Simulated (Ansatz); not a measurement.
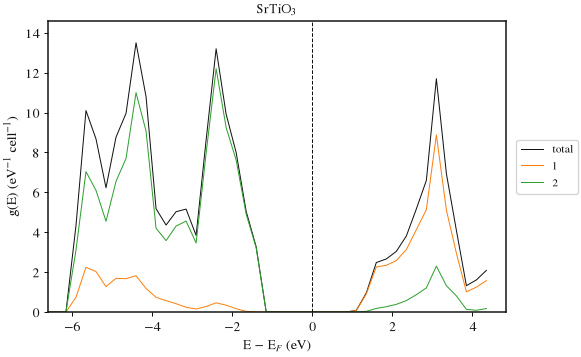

Density of states. Energies are counted from the Fermi level. The partial curves are projected on Löwdin-orthogonalised atomic shells.

Calculation on SrTiO3, space group Pm-3m, 10 atoms in the cell, a database entry, rescaled.

Computed with Ansatz: DFT with r2SCAN, PAW plane waves, no spin polarisation, 7×4×7 k mesh, 500 eV cutoff, Fermi-Dirac smearing of 0.13 eV.

Question: Assign each number in the legend. The candidates: O 2p, Ti 3d.

Answer: 1 is Ti 3d; 2 is O 2p.

Question: Is there a gap at the Fermi level, and how wide?

Answer: There is a gap; over the k points computed it is 2.35 eV.

The cell is at 8 GPa in this functional.
